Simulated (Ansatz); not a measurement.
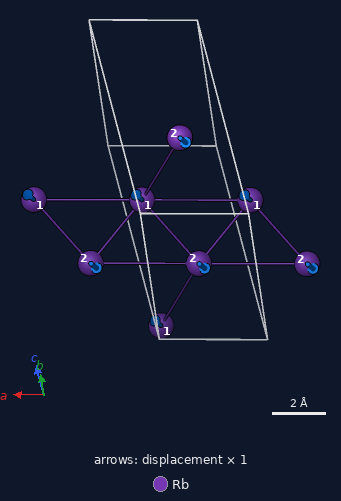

This is a relaxation of crystalline Rb (built on the random type) (coarse preliminary run). The starting structure is drawn; blue arrows show the displacements (the part carried along by the change of the cell is left out), at their true length.

The picture is a ball-and-stick view of the cell of the calculation, reduced to other axes, seen from a free direction. Lengths and directions refer to the drawn axes.

Case: random cell without symmetry.

Theory: Ansatz, DFT PBE, scalar-relativistic, plane waves, PAW.

The input:
```yaml
crystal:
  lattice:
    - [4.1429560117, 0.0, 0.0]
    - [-0.8166210803, 7.8063077091, 0.0]
    - [2.1803151597, 3.1925832603, 6.9020864725]
  atoms:
    - { symbol: Rb, position: [0.2263215128, 0.3975921322, 0.6711591462] }
    - { symbol: Rb, position: [0.6564491948, 0.6432637429, 0.8396497522] }
basis:
  ecutwfc: 420
kpoints:
  mp_grid: { grid: [4, 4, 4] }
hamiltonian:
  xc: pbe
scf:
  occupations: { method: gaussian, width: 0.1 }
  lower_state_search: "off"
output:
  forces: true
  stress: true
  eigenvalues: true
relax:
  adjacent_minimum: "off"
  f_tol: 0.04
  max_steps: 70
  cell: { stress_tol: 0.4 }
```

**What did the optimiser do to the structure, and how much energy did it gain?**

Over 13 accepted moves (14 points after the start) the energy falls by 1.186 eV per cell of the calculation. The largest force component goes from 1.2 to 0.029 eV/Å. Pressure: 1.36 GPa at the start and −0.07 GPa at the end. The SCF was repeated once at an unchanged geometry on a basis and grid sized afresh for the cell, which shifted the energy by 0.5 meV per cell of the calculation at most. The largest moves relative to the cell, 1.04 Å, are those of Rb1 and Rb2. Rb1 goes along [2 3 −1]. The volume changes by −14.3 %, with a 4.143 → 5.051 Å (+21.9 %), b 7.849 → 9.110 Å (+16.1 %), c 7.854 → 5.284 Å (−32.7 %), α 64.5° → 53.6°, β 75.5° → 79.7°, γ 84.0° → 89.0°. Near-neighbour distances that change, for instance: Rb1–Rb2 8.387 → 4.774 Å, Rb1–Rb1 7.854 → 5.284 Å, Rb1–Rb2 (another image) 3.492 → 5.528 Å, Rb1–Rb2 (another image) 6.984 → 5.165 Å. Bonds break: Rb1–Rb2 (3.49 → 5.53 Å). Bond angles that change, for instance: Rb1–Rb1–Rb2 125.6° → 113.9°. The space group stays P-1 (No. 2). The run took roughly 90 core-seconds on a shared host.

Limits of the set-up: the k-point mesh is coarse for a cell with partly filled bands.
